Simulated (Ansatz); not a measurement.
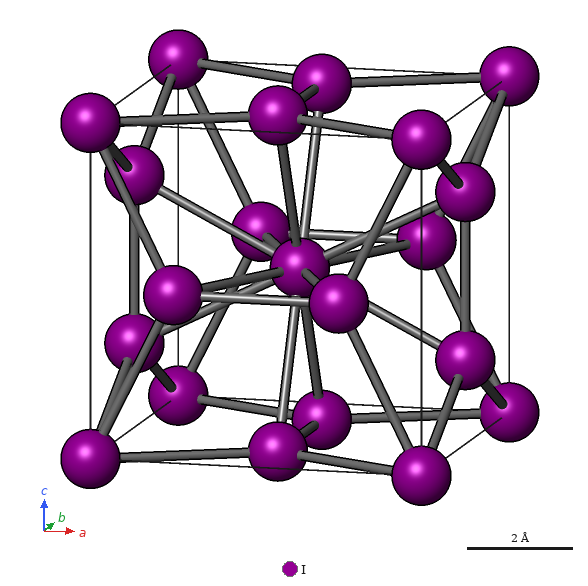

Ball-and-stick representation of a periodic structure, projected slightly off an axis. The parallelepiped is the conventional unit cell.

Contacts drawn as bonds: I–I up to 3.79 Å (cut-off distances).

How many atoms count towards one cell?

8 (iodine), counting shared atoms by their share.

What lattice type does the structure have?

Primitive cubic.

Which space group does it belong to?

Pm-3n (No. 223), with I on 2a and I on 6c.

Which prototype does it follow?

Β-tungsten (A15) type.

Describe the connectivity.

The bonds build a three-dimensional framework.

The initial geometry was a textbook structure type filled with this element (whether it is the usual form wasn't checked). This is the structure after a relaxation with DFT PBE, scalar-relativistic, plane waves, PAW (Ansatz 0.2.0).
